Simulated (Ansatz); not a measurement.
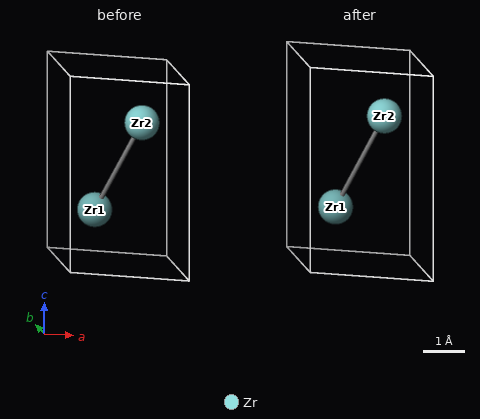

The structure of crystalline Zr (a generated structure, set up in P6_3/mmc) (coarse preliminary run) before (left) and after (right) a relaxation, at one scale.

The picture is a ball-and-stick view of the cell of the calculation, seen slightly off an axis.

Case: Ti → Zr on all its sites, cell and atoms relaxed.

These are results of DFT PBE, scalar-relativistic, plane waves, PAW (Ansatz 0.2.0), not measurements. Settings: plane-wave cutoff 420 eV; k-point mesh 6 × 6 × 4; occupations gaussian; smearing width 0.1 eV; no spin polarisation; cell and atoms relaxed; force threshold 0.05 eV/Å; at most 60 steps.

### What changed between the two?

The atoms keep their places relative to the cell (all moves are under 0.005 Å). Cell: a = b 3.128 → 3.233 Å (+3.4 %), c 4.950 → 5.171 Å (+4.5 %). Volume +11.6 %. Among the contacts that change: Zr1–Zr2 3.064 → 3.189 Å, Zr1–Zr1 3.128 → 3.233 Å. The space group stays P6_3/mmc (No. 194). After 2 accepted moves (3 points after the start) the energy has fallen by 82.8 meV per atom. All forces vanish by symmetry, so only the cell relaxes. The pressure goes from 11.82 to −0.22 GPa. The SCF was repeated once at an unchanged geometry on a basis and grid sized afresh for the cell, which shifted the energy by 0.4 meV per atom at most. Cost: 3.5 s on 1 thread of Arm Neoverse V2 (shared host), peak memory 0.3 GiB.
